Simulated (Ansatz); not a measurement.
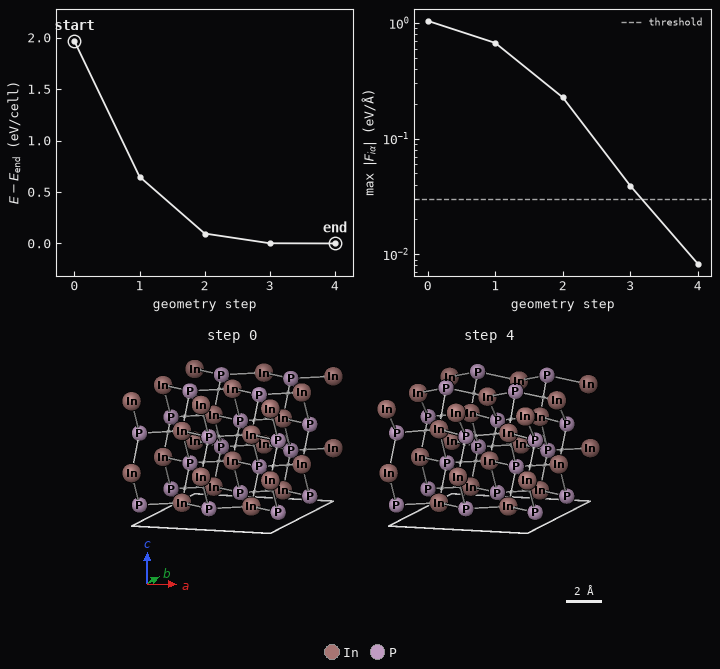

First and last geometry of a constrained relaxation of a slab of composition InP (cut from the F-43m phase), with the history of the run. Style: ball-and-stick. Shown: the cell of the calculation, outlined in the plane, without the vacuum (origin shifted), slightly off an axis.

Case: clean slab, lower planes held. The slab is the (1 1 0) face of InP. 16 atoms are held fixed.

These are results of Ansatz, DFT PBE, scalar-relativistic, plane waves, PAW, not measurements. Set-up: plane-wave cutoff 420 eV; k-point mesh 2 × 2 × 1; occupations gaussian; smearing width 0.05 eV; no spin polarisation; dipole correction; atoms relaxed in a fixed cell; force threshold 0.03 eV/Å; at most 70 steps.

Question: Read the history and describe the run.

Answer: It converged. Over 4 geometry steps the energy falls by 1.965 eV per cell of the calculation. The largest force component goes from 1 to 0.0083 eV/Å. The largest moves, 0.55 Å, are those of In atoms. Largest moves by element: In 0.55 Å, P 0.26 Å. The cell stays as it was. Some distances before and after: In–P 2.581 → 2.655 Å, In–P 2.581 → 2.533 Å, In–P 2.581 → 2.609 Å, In–P 2.581 → 2.573 Å. Bond angles that change, for instance: In–P–In 109.5° → 92.7°, In–P–In 109.5° → 96.2°, P–In–P 109.5° → 122.4°.
